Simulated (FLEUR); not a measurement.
**A series of single points on HfC**

System: HfC (2 atoms in the cell).
Method: Kohn-Sham DFT of a periodic cell, AM05, all-electron, no spin polarisation (FLEUR MaX-R8.1 (later development tree)).

The 5 runs differ only in the geometry, by an even scaling of the cell at fixed fractional positions. The structure derives from an entry of the Crystallography Open Database.

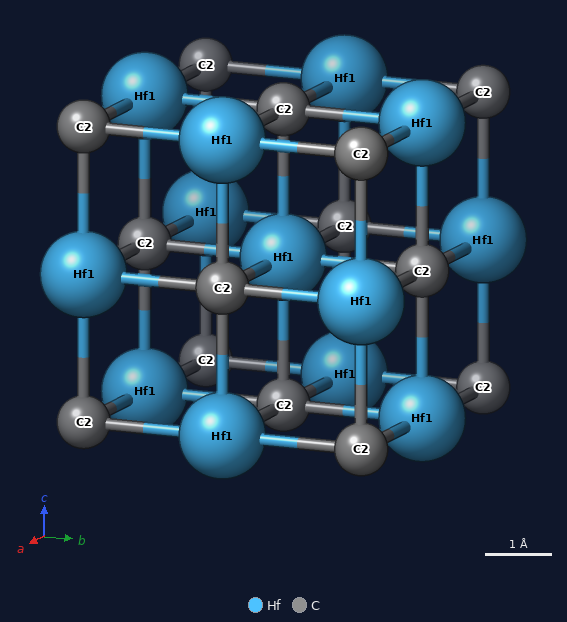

Figure 1. The structure of run 3 (ball-and-stick view of the cell 4 times as large as that of the calculation, set on its symmetry axes, seen slightly off an axis; atoms are numbered from 1 in the order of the input).

## Input of run 3
```
<?xml version="1.0" encoding="UTF-8" standalone="no"?>
<fleurInput fleurInputVersion="0.39">
   <comment>
      HfC                                                                                                 
   </comment>
   <calculationSetup>
      <cutoffs Kmax="4.77" Gmax="14.8" GmaxXC="14.8" numbands="0"/>
      <scfLoop itmax="60" minDistance="0.00001" maxIterBroyd="15" imix="Anderson" alpha="0.05" precondParam="0.0" spinf="2.0" sdNocoIR="T"/>
      <coreElectrons ctail="T" frcor="F" kcrel="0" coretail_lmax="0"/>
      <xcFunctional name="LibXC" relativisticCorrections="F">
         <LibXCName exchange="gga_x_am05" correlation="gga_c_am05"/>
      </xcFunctional>
      <magnetism jspins="1"/>
      <soc l_soc="F" theta="0.0" phi="0.0" spav="F"/>
      <expertModes spex="0" secvar="F"/>
      <geometryOptimization l_f="F" forcealpha="1.0" forcemix="BFGS" epsdisp="0.00001" epsforce="0.00001"/>
      <ldaU l_linMix="F" mixParam="0.05" spinf="1.0"/>
   </calculationSetup>
   <cell>
      <bzIntegration valenceElectrons="30.0" mode="hist" fermiSmearingEnergy="0.00183747">
         <kPointListSelection listName="default-1"/>
         <!-- k-points included here -->
         <xi:include xmlns:xi="http://www.w3.org/2001/XInclude" href="kpts.xml"> </xi:include>
      </bzIntegration>
      <!-- symmetry operations included here -->
      <xi:include xmlns:xi="http://www.w3.org/2001/XInclude" href="sym.xml"> </xi:include>
      <bulkLattice scale="1.0000000000">
         <bravaisMatrix>
            <row-1>    0.0000000000000000     4.3936132396950001     4.3936132396950001</row-1>
            <row-2>    4.3936132396950001     0.0000000000000000     4.3936132396950001</row-2>
            <row-3>    4.3936132396950001     4.3936132396950001     0.0000000000000000</row-3>
         </bravaisMatrix>
      </bulkLattice>
   </cell>
   <atomSpecies>
      <species name="Hafnium (Hf)" element="Hf" atomicNumber="72">
         <mtSphere radius="2.44" gridPoints="829" logIncrement="0.016"/>
         <atomicCutoffs lmax="10" lnonsphr="8"/>
         <electronConfig flipSpins="F">
            <coreConfig>(1s1/2) (2s1/2) (2p1/2) (2p3/2) (3s1/2) (3p1/2) (3p3/2) (4s1/2) (3d3/2) (3d5/2) (4p1/2) (4p3/2) (4d3/2) (4d5/2)</coreConfig>
            <valenceConfig>(5s1/2) (5p1/2) (5p3/2) (6s1/2) (4f5/2) (4f7/2) (5d3/2) (5d5/2)</valenceConfig>
            <stateOccupation state="(5d3/2)" spinUp="0.400000" spinDown="0.400000"/>
            <stateOccupation state="(5d5/2)" spinUp="0.600000" spinDown="0.600000"/>
         </electronConfig>
         <energyParameters s="6" p="6" d="5" f="4"/>
         <lo type="SCLO" l="0" n="5" eDeriv="0"/>
         <lo type="SCLO" l="1" n="5" eDeriv="0"/>
         <lo type="SCLO" l="2" n="5" eDeriv="2"/>
         <lo type="SCLO" l="3" n="4" eDeriv="2"/>
      </species>
      <species name="Carbon (C)" element="C" atomicNumber="6">
         <mtSphere radius="1.51" gridPoints="517" logIncrement="0.02"/>
         <atomicCutoffs lmax="8" lnonsphr="6"/>
         <electronConfig flipSpins="F">
            <coreConfig>(1s1/2)</coreConfig>
            <valenceConfig>(2s1/2) (2p1/2) (2p3/2)</valenceConfig>
            <stateOccupation state="(2p1/2)" spinUp="0.333333" spinDown="0.333333"/>
            <stateOccupation state="(2p3/2)" spinUp="0.666667" spinDown="0.666667"/>
         </electronConfig>
         <energyParameters s="2" p="2" d="3" f="4"/>
         <lo type="SCLO" l="0" n="2" eDeriv="2"/>
         <lo type="SCLO" l="1" n="2" eDeriv="2"/>
         <lo type="SCLO" l="2" n="3" eDeriv="2"/>
      </species>
   </atomSpecies>
   <atomGroups>
      <atomGroup species="Hafnium (Hf)">
         <relPos label="                   1">1.000/2.000 1.000/2.000 1.000/2.000</relPos>
         <force calculate="T" relaxXYZ="TTT"/>
      </atomGroup>
      <atomGroup species="Carbon (C)">
         <relPos label="                   2">.0000000000 .0000000000 .0000000000</relPos>
         <force calculate="T" relaxXYZ="TTT"/>
      </atomGroup>
   </atomGroups>
   <output dos="F" band="F" slice="F">
      <checks vchk="F" cdinf="F"/>
      <bandDOS minEnergy="-.5*Htr" maxEnergy="0.5*Htr" sigma="0.015" storeEVData="T"/>
      <vacuumDOS vacdos="F" integ="F" star="F" nstars="0" locx1="0.0" locy1="0.0" locx2="0.0" locy2="0.0" nstm="0" tworkf="0.0"/>
      <unfoldingBand unfoldBand="F" supercellX="1" supercellY="1" supercellZ="1"/>
      <plotting iplot="0" polar="F">
         <plot TwoD="T" vec1="  1.0  0.0  0.0" vec2="  0.0  1.0  0.0" vec3="  0.0  0.0  1.0" zero="  0.0  0.0  0.0" file="plot"/>
      </plotting>
      <chargeDensitySlicing numkpt="0" minEigenval="0.0" maxEigenval="0.0" nnne="0" pallst="F"/>
      <specialOutput eonly="F"/>
      <moessbauerParams electricFieldGradient="T" isomerShift="T" coreHyperfine="T" valenceHyperfine="T"/>
      <magneticCircularDichroism mcd="F" energyLo="-10.0" energyUp="0.0"/>
   </output>
  <!-- We include the file relax.xml here to enable relaxations (see documentation) -->
  <xi:include xmlns:xi="http://www.w3.org/2001/XInclude" href="relax.xml"> <xi:fallback/> </xi:include>
</fleurInput>
```

Command:
```bash
inpgen -f crystal.txt -profile fastHighL; fleur_MPI
```

Lattice vectors (Å) and fractional positions of run 3:
```
   0.000000    2.325000    2.325000
   2.325000    0.000000    2.325000
   2.325000    2.325000    0.000000
Hf  0.500000  0.500000  0.500000
C   0.000000  0.000000  0.000000
```

Run 2 has the same physical settings and fractional positions; its lattice vectors (Å) are:
```
   0.000000    2.293577    2.293577
   2.293577    0.000000    2.293577
   2.293577    2.293577    0.000000
```

## Results, with one run withheld

```csv
run,volume per atom (Å³),"free energy per atom, from the lowest run given (meV)"
1,11.814,0.00
2,12.065,?
3,12.568,0.13
4,13.071,35.89
5,13.322,62.51
```

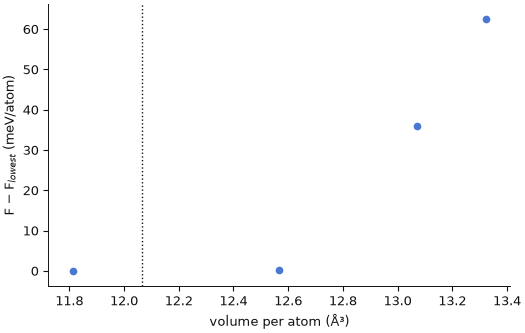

Figure 2. Free energy per atom of the runs given; the dotted line marks run 2.

Estimate the energy of run 2 from the others.

A quadratic polynomial in V^(−2/3) (the Birch–Murnaghan form), fitted to the 4 runs given, misses them by at most 0.04 meV per atom. With x = V^(−2/3) − 0.18398 Å⁻², it reads F = 5.4362 − 5860.1 x + 5.956e+05 x² (meV per atom). At run 2 it gives −8.12 meV per atom, and the run itself gives −8.11. The fit has its minimum at 12.180 Å³ per atom, where V d²F/dV² gives 248 GPa: the bulk modulus at this level, since symmetry fixes the shape and the positions.

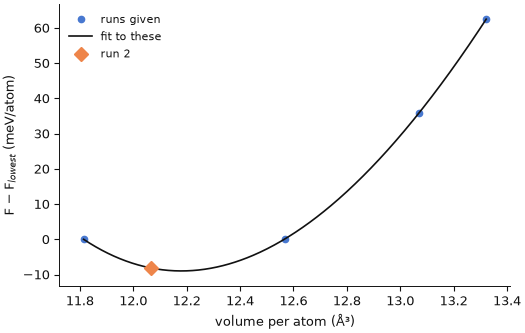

Figure 3. The fit and the withheld run.

## Output (run 2)
```
Welcome to FLEUR        (www.flapw.de)
      MaX-Release 8.1          (www.max-centre.eu)
 func_ids         135         120         135         120
The functional 'Armiento & Mattsson 05' is an exchange functional, it belongs to the 'GGA' family and is defined in the reference(s):
[1] R. Armiento and A. E. Mattsson.,  Phys. Rev. B 72, 085108 (2005)
[2] A. E. Mattsson, R. Armiento, J. Paier, G. Kresse, J. M. Wills, and T. R. Mattsson.,  J. Chem. Phys. 128, 084714 (2008)
The functional 'Armiento & Mattsson 05' is a correlation functional, it belongs to the 'GGA' family and is defined in the reference(s):
[1] R. Armiento and A. E. Mattsson.,  Phys. Rev. B 72, 085108 (2005)
[2] A. E. Mattsson, R. Armiento, J. Paier, G. Kresse, J. M. Wills, and T. R. Mattsson.,  J. Chem. Phys. 128, 084714 (2008)
 Using same functional for VXC and EXC

 ========== k-point set info ==========
 Selected k-point list: default-1
 k-point list type: mesh
 10 x 10 x 10
 Number of k points: 47

 ------------Calculation Setup---------------------------
 Number of MPI-tasks      :            1
 Number of PE/node        :            1
 Number of OMP-threads    :            1
 Most efficient MPI parallelization for:
           1          47
 Additional eigenvalue parallelization possible
 Number of basis functions:          363
 Approximate size of matrices (H+S) per k-point:         0.002 GB
 --------------------------------------------------------

 Iteration:     1   Distance:      23.34056443 me/bohr^3

 Iteration:     2   Distance:      19.67308278 me/bohr^3

 Iteration:     3   Distance:       7.59813190 me/bohr^3

 Iteration:     4   Distance:       5.09328162 me/bohr^3

 Iteration:     5   Distance:       3.67114645 me/bohr^3

 Iteration:     6   Distance:       0.60123928 me/bohr^3

 Iteration:     7   Distance:       0.38344260 me/bohr^3

 Iteration:     8   Distance:       0.11853373 me/bohr^3

 Iteration:     9   Distance:       0.05511974 me/bohr^3

 Iteration:    10   Distance:       0.00758338 me/bohr^3

 Iteration:    11   Distance:       0.00827725 me/bohr^3

 Iteration:    12   Distance:       0.00162461 me/bohr^3

 Iteration:    13   Distance:       0.00076823 me/bohr^3

 Iteration:    14   Distance:       0.00007296 me/bohr^3

 Iteration:    15   Distance:       0.00001244 me/bohr^3

 Iteration:    16   Distance:       0.00001053 me/bohr^3

 Iteration:    17   Distance:       0.00000205 me/bohr^3

 ********************************************************************
 Run finished successfully
 Stop message:
   all done
 ********************************************************************
```

Notes: Spin–orbit coupling is left out, which matters for Hf.
